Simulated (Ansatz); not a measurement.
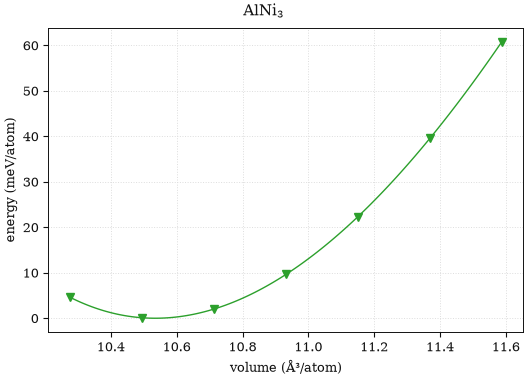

Plotted: energy against volume for AlNi₃, space group Pm-3m (No. 221).

The given structure:
```cif
data_structure
_symmetry_space_group_name_H-M 'P 1'
_symmetry_Int_Tables_number 1
_cell_length_a 3.5231
_cell_length_b 3.5231
_cell_length_c 3.5231
_cell_angle_alpha 90.000
_cell_angle_beta 90.000
_cell_angle_gamma 90.000
_cell_volume 43.73
loop_
_atom_site_label
_atom_site_type_symbol
_atom_site_fract_x
_atom_site_fract_y
_atom_site_fract_z
_atom_site_occupancy
Ni1 Ni 0.50000 0.50000 0.00000 1
Ni2 Ni 0.50000 0.00000 0.50000 1
Ni3 Ni 0.00000 0.50000 0.50000 1
Al1 Al 0.00000 0.00000 0.00000 1
```

How it was computed, with Ansatz 0.2.0: all-electron LAPW DFT, collinear spins; energies at scaled volumes of the given cell, shape and fractions fixed, counted from the fit's minimum, third-order Birch-Murnaghan fit. Level: LDA, collinear spin.

k mesh 8×8×8; occupations Fermi–Dirac; smearing width 0.05 eV; potentials all electron LAPW, scalar relativistic; program settings basis error eV/atom 0.002.

From this curve and the settings, what does the calculation give for the pressure and cell moment at the same points?

The pressure falls from 5.83 GPa at volume 10.28 Å³/atom to −16.93 GPa at 11.59 Å³/atom, and changes sign near 10.54 Å³/atom. The cell moment rises from 0.36 μB at volume 10.28 Å³/atom to 0.58 μB at 11.59 Å³/atom.

```csv
volume (Å³/atom),pressure (GPa),cell moment (μB)
10.28,5.83,0.36
10.49,0.85,0.42
10.71,-3.57,0.46
10.93,-7.52,0.50
11.15,-11.03,0.53
11.37,-14.15,0.56
11.59,-16.93,0.58
```
